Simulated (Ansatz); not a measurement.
# Geometry relaxation of Zr$_{3}$Si$_{2}$ (part 2 of 2)

Zr$_{3}$Si$_{2}$ (10 atoms in the cell); DFT LDA, scalar-relativistic, plane waves, PAW, no spin polarisation (Ansatz 0.2.0); cutoff 420 eV, 6×6×10 k-mesh, Gaussian smearing of 0.1 eV. The structure derives from a Materials Project entry.

### Output, continued
```
--- Per-component energies (eV) ---
  E_band       = -430.678863
  E_kinetic    = 2186.236452
  E_local      = -3849.913108  (includes V_loc(G=0)·N_el)
  E_nonlocal   = 612.659762
  E_hartree    = 1241.677655
  E_xc         = -1195.092754
  E_vxc        = -1349.111896  (∫ρ·V_xc dr)
  E_paw        = -19040.620508  (= ΣΔE_a)
  E_vpaw       = -513.905303  (= ΣTr[D̂ρ^β])
  E_aug_tail   = 0.000165  (compensation charges beyond the density's cutoff)
  E_ewald      = -6866.480084
  E_core_change = 2.559728  (= ΣΔE_core)
  E_smearing   = -0.034491  (= −TS)
  E_closure    = 0.000000  (closes the sum)
  Σ components = -26909.007184   (vs F -26909.007184, Δ=0.00e0)
--- Forces (eV/Å), atoms counted from 1 ---
  atom   1  Zr    -0.00083261    -0.00083261    -0.00000000
  atom   2  Zr     0.00083261     0.00083261     0.00000000
  atom   3  Zr     0.00083261    -0.00083261     0.00000000
  atom   4  Zr    -0.00083261     0.00083261    -0.00000000
  atom   5  Zr    -0.00000000     0.00000000     0.00000000
  atom   6  Zr     0.00000000     0.00000000    -0.00000000
  atom   7  Si    -0.00320001    -0.00320001     0.00000000
  atom   8  Si     0.00320001     0.00320001    -0.00000000
  atom   9  Si     0.00320001    -0.00320001    -0.00000000
  atom  10  Si    -0.00320001     0.00320001     0.00000000
  max |Σ_I F_I| component: 3.30e-17 eV/Å
--- Stress (GPa, compression-positive) ---
       -0.010559       0.000000       0.000000
        0.000000      -0.010559       0.000000
        0.000000       0.000000      -0.017987
  P = ⅓ Tr σ = -0.0130 GPa (-0.130 kbar)
--- Band table (eV; the first three rows and the last of 60) ---
  k-point 0: bands = ["-34.2902", "-34.2271", "-34.2270", "-34.2270", "-34.1377", "-34.0935", "-12.7422", "-12.7422", "-12.6164", "-12.5019", "-12.4419", "-12.4419", "-12.4363", "-12.3964", "-12.3434", "-12.3434", "-12.3419", "-12.2526", "-12.2327", "-12.2327", "-12.1473", "-12.0153", "-11.9596", "-11.9596", "3.5766", "5.0641", "6.9250", "6.9250", "9.1768", "10.2591", "10.5928", "10.5928", "10.7638", "11.0835", "11.4774", "11.6772", "12.5947", "12.6595", "12.6595", "13.1969", "13.1969", "13.2251", "13.5296", "13.8505", "14.7148", "14.9492", "15.1378", "15.1378", "15.6851", "16.0574", "16.2195", "16.2195", "16.3911", "16.5873"]
  k-point 1: bands = ["-34.2858", "-34.2259", "-34.2258", "-34.2258", "-34.1367", "-34.0958", "-12.7237", "-12.7237", "-12.6119", "-12.5186", "-12.4850", "-12.4850", "-12.4512", "-12.4309", "-12.3619", "-12.3487", "-12.3487", "-12.2505", "-12.1980", "-12.1980", "-12.1046", "-12.0404", "-11.9769", "-11.9769", "3.7002", "5.0508", "7.0020", "7.0020", "9.2854", "10.2576", "10.6594", "10.6594", "10.7049", "11.1563", "11.3915", "11.6061", "12.3790", "12.3790", "12.7042", "12.8254", "13.2058", "13.2474", "13.2474", "14.3076", "14.6512", "15.2246", "15.2246", "15.3025", "15.5531", "15.5531", "15.7320", "16.2260", "16.7057", "16.7057"]
  k-point 2: bands = ["-34.2736", "-34.2229", "-34.2228", "-34.2228", "-34.1339", "-34.1024", "-12.6737", "-12.6737", "-12.6001", "-12.5750", "-12.5750", "-12.5556", "-12.5530", "-12.4282", "-12.4139", "-12.3430", "-12.3430", "-12.2452", "-12.1463", "-12.1463", "-12.1034", "-12.0316", "-12.0272", "-12.0272", "4.0501", "5.0061", "7.2087", "7.2087", "9.6047", "10.1544", "10.5048", "10.7789", "10.7789", "10.9410", "11.3579", "11.4655", "11.9792", "11.9792", "12.5297", "13.0022", "13.1499", "13.1499", "13.4081", "13.6915", "14.7925", "14.7925", "15.2799", "15.3053", "15.3053", "16.0777", "16.2667", "16.2667", "16.2758", "16.4925"]
  k-point 59: bands = ["-34.2246", "-34.2246", "-34.2149", "-34.2149", "-34.1269", "-34.1269", "-12.8010", "-12.8010", "-12.6399", "-12.6399", "-12.5461", "-12.5461", "-12.4895", "-12.4895", "-12.3225", "-12.3225", "-12.3157", "-12.3157", "-12.3048", "-12.3048", "-12.0867", "-12.0867", "-12.0144", "-12.0144", "5.3047", "5.3047", "7.0872", "7.0872", "9.4352", "9.4352", "10.7305", "10.7305", "11.0702", "11.0702", "11.2057", "11.2057", "12.2319", "12.2319", "12.5407", "12.5407", "13.1003", "13.1003", "13.1450", "13.1450", "13.1631", "13.1631", "15.7396", "15.7396", "17.2884", "17.2884", "17.3329", "17.3329", "17.5096", "17.5096"]
--- Relaxed structure (5 steps of the walk, 4 accepted, 1 SCFs on fresh bases) ---
  F+E_penalty+E_count = -26909.00718416 eV   max|allowed force component| = 3.200e-3 eV/Å   (the final SCF, on the basis selected at the relaxed cell)
  cell:  # Å, volume = 178.1581 Å³
    - [7.019566667884679, 5.976580054811649e-35, 0.0]
    - [4.482435041108737e-35, 7.019566667884679, 0.0]
    - [0.0, 0.0, 3.615637638263577]
  atoms:
    - { symbol: Zr, position: [0.17483613112271484, 0.6748361311227149, 0.5000000000000001] }
    - { symbol: Zr, position: [0.8251638688772852, 0.3251638688772852, 0.5000000000000001] }
    - { symbol: Zr, position: [0.3251638688772852, 0.17483613112271484, 0.5000000000000001] }
    - { symbol: Zr, position: [0.6748361311227149, 0.8251638688772852, 0.5000000000000001] }
    - { symbol: Zr, position: [-1.1829983586044462e-20, -2.5186416667062278e-20, 0.0] }
    - { symbol: Zr, position: [0.5, 0.5, 0.0] }
    - { symbol: Si, position: [0.622283405512864, 0.12228340551286403, 0.0] }
    - { symbol: Si, position: [0.3777165944871361, 0.877716594487136, 0.0] }
    - { symbol: Si, position: [0.877716594487136, 0.622283405512864, 0.0] }
    - { symbol: Si, position: [0.12228340551286403, 0.3777165944871361, 0.0] }
```

### Trajectory as extended XYZ (Å, eV, eV/Å), 6 frames, from step=1 to step=6
```
10
Lattice="7.1028 0.0000 0.0000 0.0000 7.1028 0.0000 0.0000 0.0000 3.7137" Properties=species:S:1:pos:R:3:forces:R:3 step=1 energy=-26908.80191 pressure_GPa=-6.62
Zr    1.2364    4.7878    1.8569    0.0280   0.0280   0.0000
Zr    5.8664    2.3150    1.8569   -0.0280  -0.0280   0.0000
Zr    2.3150    1.2364    1.8569   -0.0280   0.0280   0.0000
Zr    4.7878    5.8664    1.8569    0.0280  -0.0280   0.0000
Zr    0.0000    0.0000    0.0000    0.0000   0.0000   0.0000
Zr    3.5514    3.5514    0.0000    0.0000   0.0000   0.0000
Si    4.4169    0.8655    0.0000    0.0720   0.0720   0.0000
Si    2.6859    6.2373    0.0000   -0.0720  -0.0720   0.0000
Si    6.2373    4.4169    0.0000   -0.0720   0.0720   0.0000
Si    0.8655    2.6859    0.0000    0.0720  -0.0720   0.0000
10
Lattice="6.8771 0.0000 0.0000 0.0000 6.8771 0.0000 0.0000 0.0000 3.5310" Properties=species:S:1:pos:R:3:forces:R:3 step=2 energy=-26908.63108 pressure_GPa=11.06 accepted=F
Zr    1.1949    4.6335    1.7655    0.0341   0.0341   0.0000
Zr    5.6822    2.2436    1.7655   -0.0341  -0.0341   0.0000
Zr    2.2436    1.1949    1.7655   -0.0341   0.0341   0.0000
Zr    4.6335    5.6822    1.7655    0.0341  -0.0341   0.0000
Zr    0.0000    0.0000    0.0000    0.0000   0.0000   0.0000
Zr    3.4385    3.4385    0.0000    0.0000   0.0000   0.0000
Si    4.2948    0.8563    0.0000   -0.2517  -0.2517   0.0000
Si    2.5823    6.0208    0.0000    0.2517   0.2517   0.0000
Si    6.0208    4.2948    0.0000    0.2517  -0.2517   0.0000
Si    0.8563    2.5823    0.0000   -0.2517   0.2517   0.0000
10
Lattice="7.0282 0.0000 0.0000 0.0000 7.0282 0.0000 0.0000 0.0000 3.6256" Properties=species:S:1:pos:R:3:forces:R:3 step=3 energy=-26909.00632 pressure_GPa=-0.75
Zr    1.2278    4.7419    1.8128    0.0051   0.0051   0.0000
Zr    5.8004    2.2863    1.8128   -0.0051  -0.0051   0.0000
Zr    2.2863    1.2278    1.8128   -0.0051   0.0051   0.0000
Zr    4.7419    5.8004    1.8128    0.0051  -0.0051   0.0000
Zr    0.0000    0.0000    0.0000    0.0000   0.0000   0.0000
Zr    3.5141    3.5141    0.0000    0.0000   0.0000   0.0000
Si    4.3739    0.8598    0.0000   -0.0010  -0.0010   0.0000
Si    2.6543    6.1684    0.0000    0.0010   0.0010   0.0000
Si    6.1684    4.3739    0.0000    0.0010  -0.0010   0.0000
Si    0.8598    2.6543    0.0000   -0.0010   0.0010   0.0000
10
Lattice="7.0202 0.0000 0.0000 0.0000 7.0202 0.0000 0.0000 0.0000 3.6146" Properties=species:S:1:pos:R:3:forces:R:3 step=4 energy=-26909.00879 pressure_GPa=0.01
Zr    1.2274    4.7374    1.8073   -0.0013  -0.0013   0.0000
Zr    5.7928    2.2827    1.8073    0.0013   0.0013   0.0000
Zr    2.2827    1.2274    1.8073    0.0013  -0.0013   0.0000
Zr    4.7374    5.7928    1.8073   -0.0013   0.0013   0.0000
Zr    0.0000    0.0000    0.0000    0.0000   0.0000   0.0000
Zr    3.5101    3.5101    0.0000    0.0000   0.0000   0.0000
Si    4.3687    0.8586    0.0000   -0.0054  -0.0054   0.0000
Si    2.6515    6.1616    0.0000    0.0054   0.0054   0.0000
Si    6.1616    4.3687    0.0000    0.0054  -0.0054   0.0000
Si    0.8586    2.6515    0.0000   -0.0054   0.0054   0.0000
10
Lattice="7.0196 0.0000 0.0000 0.0000 7.0196 0.0000 0.0000 0.0000 3.6156" Properties=species:S:1:pos:R:3:forces:R:3 step=5 energy=-26909.00880 pressure_GPa=0.00
Zr    1.2273    4.7371    1.8078   -0.0009  -0.0009   0.0000
Zr    5.7923    2.2825    1.8078    0.0009   0.0009   0.0000
Zr    2.2825    1.2273    1.8078    0.0009  -0.0009   0.0000
Zr    4.7371    5.7923    1.8078   -0.0009   0.0009   0.0000
Zr    0.0000    0.0000    0.0000    0.0000   0.0000   0.0000
Zr    3.5098    3.5098    0.0000    0.0000   0.0000   0.0000
Si    4.3682    0.8584    0.0000   -0.0033  -0.0033   0.0000
Si    2.6514    6.1612    0.0000    0.0033   0.0033   0.0000
Si    6.1612    4.3682    0.0000    0.0033  -0.0033   0.0000
Si    0.8584    2.6514    0.0000   -0.0033   0.0033   0.0000
10
Lattice="7.0196 0.0000 0.0000 0.0000 7.0196 0.0000 0.0000 0.0000 3.6156" Properties=species:S:1:pos:R:3:forces:R:3 step=6 energy=-26909.00718 pressure_GPa=-0.01
Zr    1.2273    4.7371    1.8078   -0.0008  -0.0008   0.0000
Zr    5.7923    2.2825    1.8078    0.0008   0.0008   0.0000
Zr    2.2825    1.2273    1.8078    0.0008  -0.0008   0.0000
Zr    4.7371    5.7923    1.8078   -0.0008   0.0008   0.0000
Zr    0.0000    0.0000    0.0000    0.0000   0.0000   0.0000
Zr    3.5098    3.5098    0.0000    0.0000   0.0000   0.0000
Si    4.3682    0.8584    0.0000   -0.0032  -0.0032   0.0000
Si    2.6514    6.1612    0.0000    0.0032   0.0032   0.0000
Si    6.1612    4.3682    0.0000    0.0032  -0.0032   0.0000
Si    0.8584    2.6514    0.0000   -0.0032   0.0032   0.0000
```

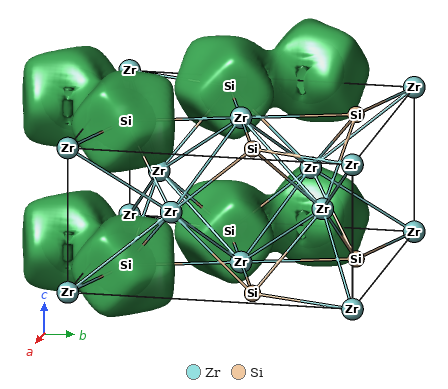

Isosurface of the ELF at 0.65 (green), seen slightly off an axis. Only the valence region is drawn (cores and ρ < 0.01 e/Å³ removed). Sticks mark near contacts. The outline is the cell set on symmetry axes. Along the contacts the grid gives the following. Zr–Si (2.71 Å): the ELF is about 0.30 at the midpoint; no shared pair; the contact is polar. Core electrons are frozen (PAW), so the fields are smoothed inside the atomic spheres.

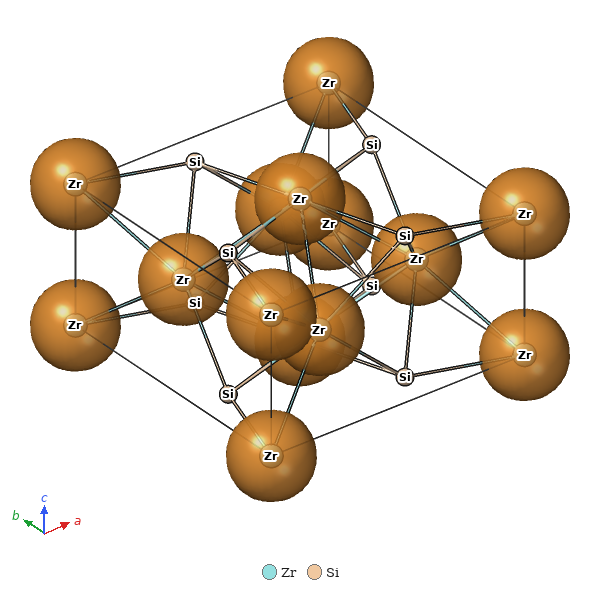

Isosurface of the valence pseudo-density at 0.6 e/Å³ (orange), seen at an oblique angle. Sticks mark near contacts. The outline is the cell set on symmetry axes. At this value the density breaks into separate islands; it holds about 55 % of the electrons treated as valence (semicore included). It is pinched off along the Si–Si (2.43 Å), Zr–Si (2.71 Å), Zr–Zr (3.16 Å) and Zr–Si (2.78 Å) contacts. On the grid the lowest density along these lines, outside the cores, is 0.43 e/Å³ (Si–Si, 2.43 Å), 0.3 e/Å³ (Zr–Si, 2.71 Å), 0.18 e/Å³ (Zr–Zr, 3.16 Å) and 0.27 e/Å³ (Zr–Si, 2.78 Å).

This output came from the following input.

### The input
```yaml
crystal:
  lattice:
    - [7.10277134, 0.0, 0.0]
    - [0.0, 7.10277134, 0.0]
    - [0.0, 0.0, 3.71373656]
  atoms:
    - { symbol: Zr, position: [0.17407467, 0.67407467, 0.5] }
    - { symbol: Zr, position: [0.82592533, 0.32592533, 0.5] }
    - { symbol: Zr, position: [0.32592533, 0.17407467, 0.5] }
    - { symbol: Zr, position: [0.67407467, 0.82592533, 0.5] }
    - { symbol: Zr, position: [0.0, 0.0, 0.0] }
    - { symbol: Zr, position: [0.5, 0.5, 0.0] }
    - { symbol: Si, position: [0.62185435, 0.12185435, 0.0] }
    - { symbol: Si, position: [0.37814565, 0.87814565, 0.0] }
    - { symbol: Si, position: [0.87814565, 0.62185435, 0.0] }
    - { symbol: Si, position: [0.12185435, 0.37814565, 0.0] }
basis:
  ecutwfc: 420
kpoints:
  mp_grid: { grid: [6, 6, 10] }
hamiltonian:
  xc: lda
scf:
  occupations: { method: gaussian, width: 0.1 }
output:
  forces: true
  stress: true
  eigenvalues: true
  write_density: true
  write_potential: true
  elf: true
  volumetric_format: npy
relax:
  adjacent_minimum: "off"
  f_tol: 0.005
  max_steps: 80
  cell: { stress_tol: 0.05 }
```

Command:
```bash
ansatz run input.yaml --threads 4 --pin off --max-ram 12288MiB --backend cpu --events-out ev --progress --plain --runs-dir out
```

### Key numbers

```csv
quantity,value
outcome,converged
space group (tolerance 0.01 Å),P4/mbm (127)
electrons treated,88
free energy,−26909.0072 eV
Fermi energy,13.821 eV
gap on the k-point mesh,none (metallic)
pressure,−0.01 GPa
final volume,178.16 Å³
largest force (length of the vector) at the end,0.005 eV/Å
final cell,"a = 7.020 Å, b = 7.020 Å, c = 3.616 Å, α = 90.00°, β = 90.00°, γ = 90.00°"
hardware,"4 threads of Oxide Virtual Turin-like (Zen 5), 32 GiB of memory available, shared host"
wall time,54 s (CPU time 3.3 min)
peak memory,0.93 GiB
```
